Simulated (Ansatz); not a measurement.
## Geometry relaxation, with input and output: AlZn$_{17}$O$_{18}$ (part 3 of 4)

The same run, continued: AlZn$_{17}$O$_{18}$ (defect cell, 36 atoms in the cell); DFT PBE, scalar-relativistic, plane waves, PAW, spin-polarised (Ansatz 0.2.0); cutoff 420 eV, 2×2×2 k-mesh, Gaussian smearing of 0.02 eV, collinear spins. The structure derives from a Materials Project entry. It belongs to a series of runs on one base structure; here: Al_Zn, charge +0, atoms relaxed at the host's cell.

Trajectory as extended XYZ (Å, eV, eV/Å), 6 frames, from step=1 to step=6:
```
36
Lattice="-0.0000 -5.6801 -5.2932 -4.9191 2.8400 -5.2932 4.9191 2.8400 -5.2932" Properties=species:S:1:pos:R:3:forces:R:3 step=1 energy=-67183.35953
Al    0.0000   -1.8934   -2.6434    0.0000   0.0000   0.0228
Zn   -1.6397    0.9467   -2.6434   -0.0155   0.5081   0.1427
Zn   -1.6397    0.9467   -7.9366    0.4477  -0.2406   0.1427
Zn    1.6397    0.9467   -7.9366   -0.4477  -0.2406   0.1427
Zn    1.6397    0.9467   -2.6434    0.0155   0.5081   0.1427
Zn   -3.2794   -1.8934   -7.9366    0.4323  -0.2675   0.1427
Zn    0.0000   -1.8934   -7.9366    0.0000   0.0000  -0.0655
Zn    0.0000    3.7867   -7.9366    0.0000   0.0000   0.1617
Zn    3.2794   -1.8934   -7.9366   -0.4323  -0.2675   0.1427
Zn   -1.6397   -0.9467   -5.2900   -0.0536   0.0309  -0.5065
Zn   -3.2794    1.8934   -5.2900    0.4096   0.2365   0.2308
Zn    1.6397   -0.9467   -5.2900    0.0536   0.0309  -0.5065
Zn    0.0000    1.8934  -10.5832    0.0000  -0.4730   0.2308
Zn    0.0000    1.8934   -5.2900    0.0000   0.1122  -0.0066
Zn    0.0000   -3.7867   -5.2900    0.0000  -0.0618  -0.5065
Zn   -1.6397   -0.9467  -10.5832    0.0972  -0.0561  -0.0066
Zn    3.2794    1.8934   -5.2900   -0.4096   0.2365   0.2308
Zn    1.6397   -0.9467  -10.5832   -0.0972  -0.0561  -0.0066
O     0.0000    3.7867  -11.2231    0.0000   0.0000  -2.5257
O     3.2794   -1.8934  -11.2231    0.1140  -0.0798  -0.0013
O    -1.6397    0.9467   -5.9299   -0.1261  -0.0588  -0.0013
O     1.6397    0.9467   -5.9299    0.1261  -0.0588  -0.0013
O    -3.2794   -1.8934  -11.2231   -0.1140  -0.0798  -0.0013
O     1.6397    0.9467  -11.2231   -0.0121   0.1386  -0.0013
O     0.0000   -1.8934   -5.9299    0.0000   0.0000   0.2676
O     0.0000   -1.8934  -11.2231    0.0000   0.0000  -0.0163
O    -1.6397    0.9467  -11.2231    0.0121   0.1386  -0.0013
O     3.2794    1.8934   -8.5765    2.0745  -1.1977   0.7938
O     1.6397   -0.9467  -13.8697   -0.0140  -0.0081  -0.0991
O    -3.2794    1.8934   -8.5765   -2.0745  -1.1977   0.7938
O     0.0000    1.8934   -8.5765    0.0000   0.0162  -0.0991
O     0.0000   -3.7867   -8.5765    0.0000  -0.1370   0.0231
O     0.0000    1.8934  -13.8697    0.0000   2.3954   0.7938
O    -1.6397   -0.9467   -8.5765   -0.1186   0.0685   0.0231
O    -1.6397   -0.9467  -13.8697    0.0140  -0.0081  -0.0991
O     1.6397   -0.9467   -8.5765    0.1186   0.0685   0.0231
36
Lattice="-0.0000 -5.6801 -5.2932 -4.9191 2.8400 -5.2932 4.9191 2.8400 -5.2932" Properties=species:S:1:pos:R:3:forces:R:3 step=2 energy=-67184.05487
Al    0.0000   -1.8934   -2.6488    0.0000   0.0000   0.0804
Zn   -1.6380    0.9464   -2.6414   -0.0101   0.3586   0.0887
Zn   -1.6408    0.9454   -7.9346    0.3156  -0.1705   0.0887
Zn    1.6408    0.9454   -7.9346   -0.3156  -0.1705   0.0887
Zn    1.6380    0.9464   -2.6414    0.0101   0.3586   0.0887
Zn   -3.2788   -1.8917   -7.9346    0.3055  -0.1880   0.0887
Zn    0.0000   -1.8934   -7.9354    0.0000   0.0000  -0.0412
Zn    0.0000    3.7867   -7.9320    0.0000   0.0000   0.1366
Zn    3.2788   -1.8917   -7.9346   -0.3055  -0.1880   0.0887
Zn   -1.6370   -0.9482   -5.2862   -0.0478   0.0276  -0.3587
Zn   -3.2809    1.8925   -5.2967    0.2687   0.1552   0.1653
Zn    1.6370   -0.9482   -5.2862    0.0478   0.0276  -0.3587
Zn    0.0000    1.8951  -10.5898    0.0000  -0.3103   0.1653
Zn    0.0000    1.8941   -5.2906    0.0000   0.0760   0.0095
Zn    0.0000   -3.7836   -5.2862    0.0000  -0.0552  -0.3587
Zn   -1.6391   -0.9470  -10.5838    0.0658  -0.0380   0.0095
Zn    3.2809    1.8925   -5.2967   -0.2687   0.1552   0.1653
Zn    1.6391   -0.9470  -10.5838   -0.0658  -0.0380   0.0095
O     0.0000    3.7867  -11.3104    0.0000   0.0000  -1.7730
O     3.2838   -1.8939  -11.2214    0.0821  -0.0508   0.0140
O    -1.6424    0.9431   -5.9283   -0.0851  -0.0457   0.0140
O     1.6424    0.9431   -5.9283    0.0851  -0.0457   0.0140
O    -3.2838   -1.8939  -11.2214   -0.0821  -0.0508   0.0140
O     1.6414    0.9508  -11.2214   -0.0030   0.0965   0.0140
O     0.0000   -1.8934   -5.9223    0.0000   0.0000   0.1490
O     0.0000   -1.8934  -11.2213    0.0000   0.0000  -0.0283
O    -1.6414    0.9508  -11.2214    0.0030   0.0965   0.0140
O     3.3420    1.8572   -8.5490    1.4713  -0.8495   0.5523
O     1.6386   -0.9473  -13.8758   -0.0234  -0.0135  -0.0908
O    -3.3420    1.8572   -8.5490   -1.4713  -0.8495   0.5523
O     0.0000    1.8946   -8.5826    0.0000   0.0271  -0.0908
O     0.0000   -3.7899   -8.5758    0.0000  -0.0948   0.0089
O     0.0000    1.9657  -13.8422    0.0000   1.6989   0.5523
O    -1.6425   -0.9451   -8.5758   -0.0821   0.0474   0.0089
O    -1.6386   -0.9473  -13.8758    0.0234  -0.0135  -0.0908
O     1.6425   -0.9451   -8.5758    0.0821   0.0474   0.0089
36
Lattice="-0.0000 -5.6801 -5.2932 -4.9191 2.8400 -5.2932 4.9191 2.8400 -5.2932" Properties=species:S:1:pos:R:3:forces:R:3 step=3 energy=-67184.26075
Al    0.0000   -1.8934   -2.6362    0.0000   0.0000  -0.3694
Zn   -1.6356    0.9479   -2.6391    0.0367  -0.0469   0.0026
Zn   -1.6407    0.9425   -7.9323   -0.0590  -0.0084   0.0026
Zn    1.6407    0.9425   -7.9323    0.0590  -0.0084   0.0026
Zn    1.6356    0.9479   -2.6391   -0.0367  -0.0469   0.0026
Zn   -3.2763   -1.8904   -7.9323   -0.0223   0.0553   0.0026
Zn    0.0000   -1.8934   -7.9413    0.0000   0.0000   0.0306
Zn    0.0000    3.7867   -7.9148    0.0000   0.0000   0.0138
Zn    3.2763   -1.8904   -7.9323    0.0223   0.0553   0.0026
Zn   -1.6303   -0.9521   -5.2820    0.0475  -0.0274   0.0526
Zn   -3.2863    1.8894   -5.3105   -0.0193  -0.0112  -0.0532
Zn    1.6303   -0.9521   -5.2820   -0.0475  -0.0274   0.0526
Zn    0.0000    1.9013  -10.6037    0.0000   0.0223  -0.0532
Zn    0.0000    1.8953   -5.2890    0.0000  -0.0284   0.0103
Zn    0.0000   -3.7758   -5.2820    0.0000   0.0549   0.0526
Zn   -1.6380   -0.9476  -10.5822   -0.0246   0.0142   0.0103
Zn    3.2863    1.8894   -5.3105    0.0193  -0.0112  -0.0532
Zn    1.6380   -0.9476  -10.5822    0.0246   0.0142   0.0103
O     0.0000    3.7867  -11.4924    0.0000   0.0000   1.9589
O     3.2940   -1.8949  -11.2156   -0.0214   0.0112   0.0036
O    -1.6484    0.9348   -5.9224    0.0204   0.0129   0.0036
O     1.6484    0.9348   -5.9224   -0.0204   0.0129   0.0036
O    -3.2940   -1.8949  -11.2156    0.0214   0.0112   0.0036
O     1.6456    0.9602  -11.2156   -0.0010  -0.0241   0.0036
O     0.0000   -1.8934   -5.9204    0.0000   0.0000  -0.1016
O     0.0000   -1.8934  -11.2158    0.0000   0.0000  -0.0183
O    -1.6456    0.9602  -11.2156    0.0010  -0.0241   0.0036
O     3.4848    1.7748   -8.4882   -1.3117   0.7573  -0.5307
O     1.6313   -0.9515  -13.8942    0.0133   0.0077   0.0094
O    -3.4848    1.7748   -8.4882    1.3117   0.7573  -0.5307
O     0.0000    1.9030   -8.6010    0.0000  -0.0154   0.0094
O     0.0000   -3.7978   -8.5762    0.0000   0.0191  -0.0056
O     0.0000    2.1305  -13.7814    0.0000  -1.5146  -0.5307
O    -1.6493   -0.9411   -8.5762    0.0165  -0.0095  -0.0056
O    -1.6313   -0.9515  -13.8942   -0.0133   0.0077   0.0094
O     1.6493   -0.9411   -8.5762   -0.0165  -0.0095  -0.0056
36
Lattice="-0.0000 -5.6801 -5.2932 -4.9191 2.8400 -5.2932 4.9191 2.8400 -5.2932" Properties=species:S:1:pos:R:3:forces:R:3 step=4 energy=-67184.48435
Al    0.0000   -1.8934   -2.6450    0.0000   0.0000   0.0600
Zn   -1.6361    0.9601   -2.6343   -0.0170  -0.0430  -0.0138
Zn   -1.6299    0.9368   -7.9274   -0.0288   0.0362  -0.0138
Zn    1.6299    0.9368   -7.9274    0.0288   0.0362  -0.0138
Zn    1.6361    0.9601   -2.6343    0.0170  -0.0430  -0.0138
Zn   -3.2660   -1.8969   -7.9274   -0.0457   0.0068  -0.0138
Zn    0.0000   -1.8934   -7.9494    0.0000   0.0000   0.0027
Zn    0.0000    3.7867   -7.9142    0.0000   0.0000  -0.0028
Zn    3.2660   -1.8969   -7.9274    0.0457   0.0068  -0.0138
Zn   -1.6292   -0.9527   -5.3016   -0.0140   0.0081   0.0537
Zn   -3.2687    1.8995   -5.3000   -0.0618  -0.0357  -0.0158
Zn    1.6292   -0.9527   -5.3016    0.0140   0.0081   0.0537
Zn    0.0000    1.8810  -10.5932    0.0000   0.0714  -0.0158
Zn    0.0000    1.8937   -5.2850    0.0000   0.0111  -0.0159
Zn    0.0000   -3.7746   -5.3016    0.0000  -0.0161   0.0537
Zn   -1.6394   -0.9469  -10.5782    0.0096  -0.0056  -0.0159
Zn    3.2687    1.8995   -5.3000    0.0618  -0.0357  -0.0158
Zn    1.6394   -0.9469  -10.5782   -0.0096  -0.0056  -0.0159
O     0.0000    3.7867  -11.4071    0.0000   0.0000  -0.1334
O     3.2897   -1.8924  -11.2157   -0.0128   0.0098  -0.0112
O    -1.6441    0.9372   -5.9225    0.0148   0.0062  -0.0112
O     1.6441    0.9372   -5.9225   -0.0148   0.0062  -0.0112
O    -3.2897   -1.8924  -11.2157    0.0128   0.0098  -0.0112
O     1.6457    0.9552  -11.2157    0.0021  -0.0159  -0.0112
O     0.0000   -1.8934   -5.9341    0.0000   0.0000  -0.0188
O     0.0000   -1.8934  -11.2149    0.0000   0.0000   0.0056
O    -1.6457    0.9552  -11.2157   -0.0021  -0.0159  -0.0112
O     3.4246    1.8095   -8.5191    0.0775  -0.0448   0.0449
O     1.6332   -0.9504  -13.8876    0.0063   0.0036   0.0152
O    -3.4246    1.8095   -8.5191   -0.0775  -0.0448   0.0449
O     0.0000    1.9008   -8.5944    0.0000  -0.0073   0.0152
O     0.0000   -3.7962   -8.5751    0.0000   0.0201  -0.0031
O     0.0000    2.0610  -13.8122    0.0000   0.0895   0.0449
O    -1.6479   -0.9419   -8.5751    0.0174  -0.0100  -0.0031
O    -1.6332   -0.9504  -13.8876   -0.0063   0.0036   0.0152
O     1.6479   -0.9419   -8.5751   -0.0174  -0.0100  -0.0031
36
Lattice="-0.0000 -5.6801 -5.2932 -4.9191 2.8400 -5.2932 4.9191 2.8400 -5.2932" Properties=species:S:1:pos:R:3:forces:R:3 step=5 energy=-67184.48818
Al    0.0000   -1.8934   -2.6415    0.0000   0.0000  -0.0106
Zn   -1.6366    0.9562   -2.6361   -0.0001  -0.0010  -0.0029
Zn   -1.6329    0.9392   -7.9293   -0.0008   0.0006  -0.0029
Zn    1.6329    0.9392   -7.9293    0.0008   0.0006  -0.0029
Zn    1.6366    0.9562   -2.6361    0.0001  -0.0010  -0.0029
Zn   -3.2696   -1.8955   -7.9293   -0.0009   0.0004  -0.0029
Zn    0.0000   -1.8934   -7.9474    0.0000   0.0000   0.0094
Zn    0.0000    3.7867   -7.9149    0.0000   0.0000   0.0027
Zn    3.2696   -1.8955   -7.9293    0.0009   0.0004  -0.0029
Zn   -1.6304   -0.9521   -5.2950   -0.0006   0.0003   0.0068
Zn   -3.2746    1.8961   -5.3022   -0.0082  -0.0047   0.0009
Zn    1.6304   -0.9521   -5.2950    0.0006   0.0003   0.0068
Zn    0.0000    1.8878  -10.5954    0.0000   0.0094   0.0009
Zn    0.0000    1.8946   -5.2873    0.0000   0.0016  -0.0021
Zn    0.0000   -3.7759   -5.2950    0.0000  -0.0007   0.0068
Zn   -1.6386   -0.9473  -10.5805    0.0014  -0.0008  -0.0021
Zn    3.2746    1.8961   -5.3022    0.0082  -0.0047   0.0009
Zn    1.6386   -0.9473  -10.5805   -0.0014  -0.0008  -0.0021
O     0.0000    3.7867  -11.4134    0.0000   0.0000  -0.0029
O     3.2900   -1.8934  -11.2166   -0.0025   0.0048  -0.0015
O    -1.6450    0.9375   -5.9234    0.0054  -0.0002  -0.0015
O     1.6450    0.9375   -5.9234   -0.0054  -0.0002  -0.0015
O    -3.2900   -1.8934  -11.2166    0.0025   0.0048  -0.0015
O     1.6450    0.9559  -11.2166    0.0029  -0.0046  -0.0015
O     0.0000   -1.8934   -5.9310    0.0000   0.0000  -0.0086
O     0.0000   -1.8934  -11.2162    0.0000   0.0000   0.0017
O    -1.6450    0.9559  -11.2166   -0.0029  -0.0046  -0.0015
O     3.4291    1.8069   -8.5141    0.0072  -0.0042   0.0042
O     1.6329   -0.9506  -13.8881    0.0054   0.0031   0.0030
O    -3.4291    1.8069   -8.5141   -0.0072  -0.0042   0.0042
O     0.0000    1.9012   -8.5949    0.0000  -0.0062   0.0030
O     0.0000   -3.7960   -8.5762    0.0000   0.0046  -0.0013
O     0.0000    2.0662  -13.8073    0.0000   0.0084   0.0042
O    -1.6477   -0.9421   -8.5762    0.0040  -0.0023  -0.0013
O    -1.6329   -0.9506  -13.8881   -0.0054   0.0031   0.0030
O     1.6477   -0.9421   -8.5762   -0.0040  -0.0023  -0.0013
36
Lattice="-0.0000 -5.6801 -5.2932 -4.9191 2.8400 -5.2932 4.9191 2.8400 -5.2932" Properties=species:S:1:pos:R:3:forces:R:3 step=6 energy=-67184.48818
Al    0.0000   -1.8934   -2.6415    0.0000   0.0000  -0.0106
Zn   -1.6366    0.9562   -2.6361   -0.0002  -0.0010  -0.0029
Zn   -1.6329    0.9392   -7.9293   -0.0008   0.0006  -0.0029
Zn    1.6329    0.9392   -7.9293    0.0008   0.0006  -0.0029
Zn    1.6366    0.9562   -2.6361    0.0002  -0.0010  -0.0029
Zn   -3.2696   -1.8955   -7.9293   -0.0009   0.0004  -0.0029
Zn    0.0000   -1.8934   -7.9474    0.0000   0.0000   0.0094
Zn    0.0000    3.7867   -7.9149    0.0000   0.0000   0.0027
Zn    3.2696   -1.8955   -7.9293    0.0009   0.0004  -0.0029
Zn   -1.6304   -0.9521   -5.2950   -0.0006   0.0003   0.0068
Zn   -3.2746    1.8961   -5.3022   -0.0082  -0.0047   0.0009
Zn    1.6304   -0.9521   -5.2950    0.0006   0.0003   0.0068
Zn    0.0000    1.8878  -10.5954    0.0000   0.0094   0.0009
Zn    0.0000    1.8946   -5.2873    0.0000   0.0016  -0.0021
Zn    0.0000   -3.7759   -5.2950    0.0000  -0.0007   0.0068
Zn   -1.6386   -0.9473  -10.5805    0.0014  -0.0008  -0.0021
Zn    3.2746    1.8961   -5.3022    0.0082  -0.0047   0.0009
Zn    1.6386   -0.9473  -10.5805   -0.0014  -0.0008  -0.0021
O     0.0000    3.7867  -11.4134    0.0000   0.0000  -0.0030
O     3.2900   -1.8934  -11.2166   -0.0025   0.0048  -0.0015
O    -1.6450    0.9375   -5.9234    0.0054  -0.0002  -0.0015
O     1.6450    0.9375   -5.9234   -0.0054  -0.0002  -0.0015
O    -3.2900   -1.8934  -11.2166    0.0025   0.0048  -0.0015
O     1.6450    0.9559  -11.2166    0.0029  -0.0046  -0.0015
O     0.0000   -1.8934   -5.9310    0.0000   0.0000  -0.0086
O     0.0000   -1.8934  -11.2162    0.0000   0.0000   0.0017
O    -1.6450    0.9559  -11.2166   -0.0029  -0.0046  -0.0015
O     3.4291    1.8069   -8.5141    0.0073  -0.0042   0.0042
O     1.6329   -0.9506  -13.8881    0.0054   0.0031   0.0031
O    -3.4291    1.8069   -8.5141   -0.0073  -0.0042   0.0042
O     0.0000    1.9012   -8.5949    0.0000  -0.0062   0.0031
O     0.0000   -3.7960   -8.5762    0.0000   0.0046  -0.0013
O     0.0000    2.0662  -13.8073    0.0000   0.0084   0.0042
O    -1.6477   -0.9421   -8.5762    0.0040  -0.0023  -0.0013
O    -1.6329   -0.9506  -13.8881   -0.0054   0.0031   0.0031
O     1.6477   -0.9421   -8.5762   -0.0040  -0.0023  -0.0013
```

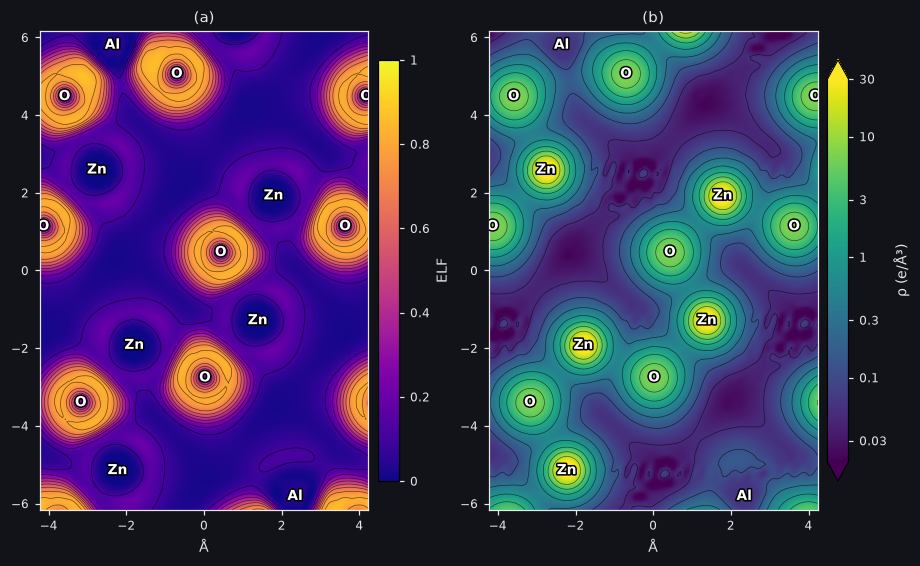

**Figure 1.** (a) ELF; (b) valence charge density (pseudo) on the (011̄) plane of the calculation cell. The section cuts through Al, Zn and O sites. Al–O (1.81 Å): ρ is about 0.71 e/Å³ halfway; the ELF is about 0.80 at the midpoint. Zn–O (2.02 Å): ρ at the midpoint is about 0.55 e/Å³; the ELF is about 0.25 at the midpoint (a polar contact without a shared pair, in a metal). Zn–O (2.07 Å): the density is about 0.48 e/Å³ at the midpoint; the ELF is about 0.20 at the midpoint; a polar contact without a shared pair, in a metal. The density dies away to nearly zero in the voids. In a PAW calculation such maps are meaningful between the atoms, not at the nuclei.

The run was set up as follows.

Input:
```yaml
crystal:
  lattice:
    - [-1.0e-10, -5.680065669, -5.2931776513]
    - [-4.9190811645, 2.8400328345, -5.2931776513]
    - [4.9190811645, 2.8400328344, -5.2931776513]
  atoms:
    - { symbol: Al, position: [0.388688156, 0.0553548227, 0.0553548227], spin: 0.2 }
    - { symbol: Zn, position: [0.0553548227, 0.388688156, 0.0553548227] }
    - { symbol: Zn, position: [0.388688156, 0.7220214894, 0.388688156] }
    - { symbol: Zn, position: [0.388688156, 0.388688156, 0.7220214894] }
    - { symbol: Zn, position: [0.0553548227, 0.0553548227, 0.388688156] }
    - { symbol: Zn, position: [0.7220214894, 0.7220214894, 0.0553548227] }
    - { symbol: Zn, position: [0.7220214894, 0.388688156, 0.388688156] }
    - { symbol: Zn, position: [0.0553548227, 0.7220214894, 0.7220214894] }
    - { symbol: Zn, position: [0.7220214894, 0.0553548227, 0.7220214894] }
    - { symbol: Zn, position: [0.4442437116, 0.4442437116, 0.1109103782] }
    - { symbol: Zn, position: [0.1109103782, 0.7775770449, 0.1109103782] }
    - { symbol: Zn, position: [0.4442437116, 0.1109103782, 0.4442437116] }
    - { symbol: Zn, position: [0.4442437116, 0.7775770449, 0.7775770449] }
    - { symbol: Zn, position: [0.1109103782, 0.4442437116, 0.4442437116] }
    - { symbol: Zn, position: [0.7775770449, 0.1109103782, 0.1109103782] }
    - { symbol: Zn, position: [0.7775770449, 0.7775770449, 0.4442437116] }
    - { symbol: Zn, position: [0.1109103782, 0.1109103782, 0.7775770449] }
    - { symbol: Zn, position: [0.7775770449, 0.4442437116, 0.7775770449] }
    - { symbol: O, position: [0.2623196218, 0.9289862884, 0.9289862884], spin: 0.2 }
    - { symbol: O, position: [0.9289862884, 0.2623196218, 0.9289862884] }
    - { symbol: O, position: [0.2623196218, 0.5956529551, 0.2623196218] }
    - { symbol: O, position: [0.2623196218, 0.2623196218, 0.5956529551] }
    - { symbol: O, position: [0.9289862884, 0.9289862884, 0.2623196218] }
    - { symbol: O, position: [0.5956529551, 0.5956529551, 0.9289862884] }
    - { symbol: O, position: [0.5956529551, 0.2623196218, 0.2623196218] }
    - { symbol: O, position: [0.9289862884, 0.5956529551, 0.5956529551] }
    - { symbol: O, position: [0.5956529551, 0.9289862884, 0.5956529551] }
    - { symbol: O, position: [0.3178751773, 0.3178751773, 0.984541844], spin: 0.2 }
    - { symbol: O, position: [0.984541844, 0.6512085106, 0.984541844] }
    - { symbol: O, position: [0.3178751773, 0.984541844, 0.3178751773], spin: 0.2 }
    - { symbol: O, position: [0.3178751773, 0.6512085106, 0.6512085106] }
    - { symbol: O, position: [0.984541844, 0.3178751773, 0.3178751773] }
    - { symbol: O, position: [0.6512085106, 0.984541844, 0.984541844], spin: 0.2 }
    - { symbol: O, position: [0.6512085106, 0.6512085106, 0.3178751773] }
    - { symbol: O, position: [0.984541844, 0.984541844, 0.6512085106] }
    - { symbol: O, position: [0.6512085106, 0.3178751773, 0.6512085106] }
  host:
    lattice:
      - [3.279387443, 0.0, 0.0]
      - [-1.6396937215, 2.8400328345, 0.0]
      - [0.0, 0.0, 5.2931776513]
    atoms:
      - { symbol: Zn, position: [0.6666666667, 0.3333333333, 0.5006021986] }
      - { symbol: Zn, position: [0.3333333333, 0.6666666667, 0.0006021986] }
      - { symbol: O, position: [0.6666666667, 0.3333333333, 0.8797078014] }
      - { symbol: O, position: [0.3333333333, 0.6666666667, 0.3797078014] }
basis:
  ecutwfc: 420
  xc_grid: 2
kpoints:
  mp_grid: { grid: [2, 2, 2], shift: [0.5, 0.5, 0.5] }
hamiltonian:
  xc: pbe
scf:
  occupations: { method: gaussian, width: 0.02 }
  lower_state_search: "off"
output:
  forces: true
  stress: false
  eigenvalues: true
  populations: true
  charged_corrections:
    defect_position: [0.38868816, 0.05535482, 0.05535482]
    epsilon: [[10.5641, 0.0, 0.0], [0.0, 10.5641, 0.0], [0.0, 0.0, 11.6128]]
  write_density: true
  write_potential: true
  elf: true
  volumetric_format: npy
magnetization:
  spin_polarized: true
relax:
  adjacent_minimum: "off"
  f_tol: 0.03
  max_steps: 40
```

Command:
```bash
ansatz run input.yaml --threads 8 --pin off --max-ram 16384MiB --backend cpu --events-out ev --progress --plain --runs-dir out
```
